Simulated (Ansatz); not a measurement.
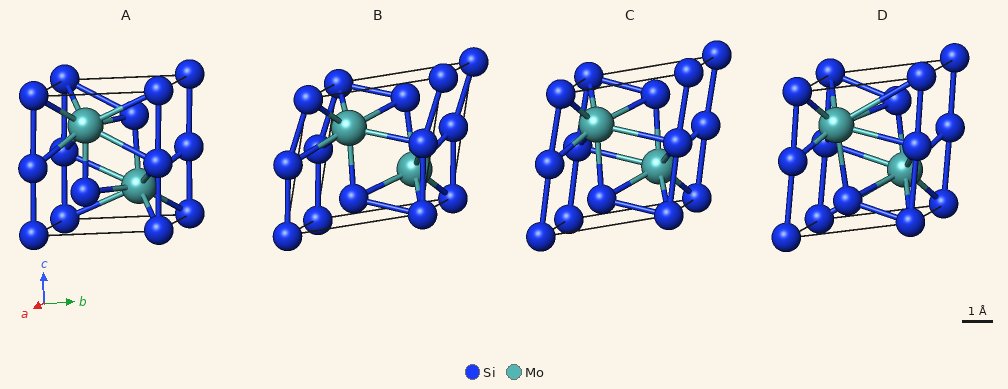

4 geometries from one relaxation of crystalline Si2Mo (built on the Cs2Pt-194 type type), in shuffled order. A ball-and-stick model of the cell of the calculation, seen slightly off an axis.

Case: shaken.

Computed with DFT, PBEsol, plane waves, PAW in Ansatz 0.2.0. Settings: plane-wave cutoff 420 eV; k-point mesh 6 × 6 × 4; occupations fermi dirac; smearing width 0.05 eV; no spin polarisation; cell and atoms relaxed; force threshold 0.01 eV/Å; at most 120 steps.

Order the frames from highest to lowest energy.

Answer. A, D, C, B. They are steps 0, 3, 5, 21, at +433 meV per atom, +228 meV per atom, +30.5 meV per atom relative to the last. After 16 accepted moves (21 points after the start) the energy has fallen by 433 meV per atom. The largest force component goes from 1.6 to 0.0065 eV/Å. The pressure goes from 4.89 to 0.00 GPa. The line search rejected the trial steps at points 7, 11, 13 of the run. At 2 points the geometry stayed and the basis and grid were re-selected for the new cell (energy shift of 3.7 meV per atom at most each time). The atom that moves furthest relative to the cell is a Si atom (0.47 Å roughly along [1 2 −2]). By element the largest moves are Si 0.47 Å, Mo 0.45 Å. The volume changes by +0.7 %, with a 4.359 → 4.173 Å (−4.3 %), b 4.441 → 4.785 Å (+7.7 %), c 4.849 → 4.829 Å (−0.4 %), α 89.7° → 74.6°, β 89.8° → 90.0°, γ 118.7° → 115.9°. Some distances before and after: Mo–Si 2.922 → 3.926 Å, Mo–Si 2.905 → 3.828 Å, Si–Si 3.542 → 2.625 Å, Si–Si 3.401 → 2.625 Å. Bond angles that change, for instance: Si–Si–Mo 68.7° → 105.5°, Mo–Si–Mo 88.8° → 118.9°, Mo–Si–Mo 89.7° → 118.9°. The space group (tolerance 0.01 Å) goes from P1 (No. 1) to Cm (No. 8).
